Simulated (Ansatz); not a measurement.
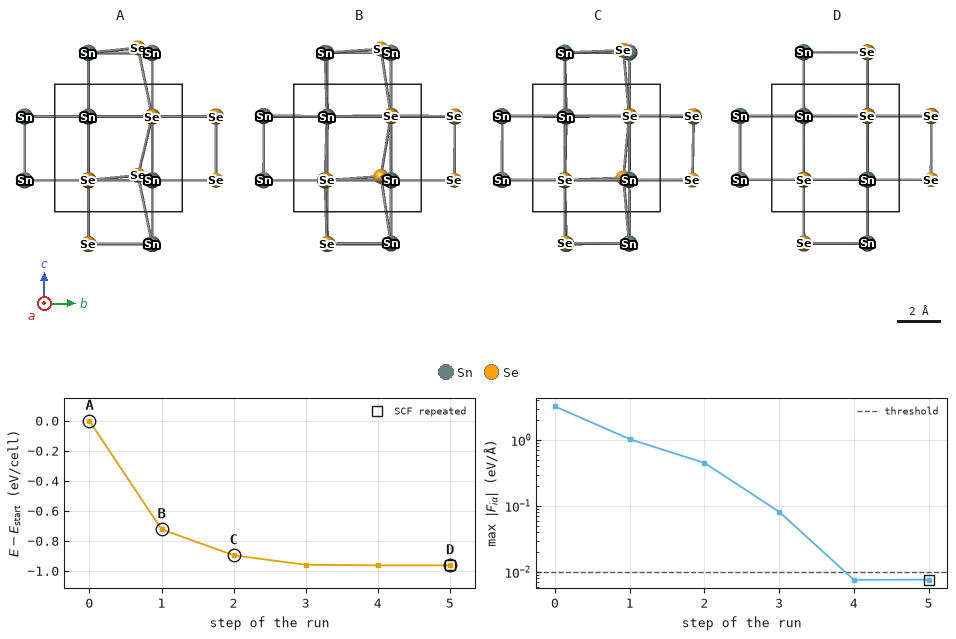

Frames of a relaxation of crystalline SnSe (set up in P1), marked on the history of the run. A ball-and-stick model of the cell of the calculation, seen along the a axis.

All numbers below come from DFT PBE+D3(BJ), scalar-relativistic, plane waves, PAW (Ansatz 0.2.0). Settings: plane-wave cutoff 420 eV; k-point mesh 4 × 4 × 4; occupations gaussian; smearing width 0.03 eV; no spin polarisation; atoms relaxed in a fixed cell; force threshold 0.01 eV/Å; at most 80 steps.

### What happens along the run?

A Se atom moves most: 0.65 Å along [1 3 −1]. By element the largest moves are Se 0.65 Å, Sn 0.09 Å. The lattice vectors keep their values. Some distances before and after: Se–Sn 3.666 → 2.992 Å, Se–Sn 2.348 → 2.979 Å, Se–Sn 3.320 → 2.988 Å, Se–Sn 3.299 → 2.988 Å. New bonds form: Se–Sn (3.67 → 2.99 Å). Among the angles between lasting bonds that change: Sn–Se–Sn 108.5° → 90.3°, Se–Sn–Se 76.4° → 89.8°, Se–Sn–Se 103.6° → 90.3°. The space group (tolerance 0.01 Å) goes from P1 (No. 1) to P4mm (No. 99). The energy falls by 0.962 eV per cell of the calculation in 4 accepted moves (5 points after the start). Largest force component: 3.2 eV/Å at the start, 0.0077 eV/Å at the end. 1 step only repeated the SCF at the same geometry. The run took 3.9 min on 1 thread of AMD EPYC 7R43 64-Core Processor (Zen 3), on a shared host, peak memory 0.73 GiB. From step 0 to 1: a Se atom moves most (0.19 Å), energy −0.722 eV per cell of the calculation. From step 1 to 2: a Se atom moves most (0.19 Å), energy −0.173 eV per cell of the calculation. From step 2 to 5: a Se atom moves most (0.26 Å), energy −67.0 meV per cell of the calculation.
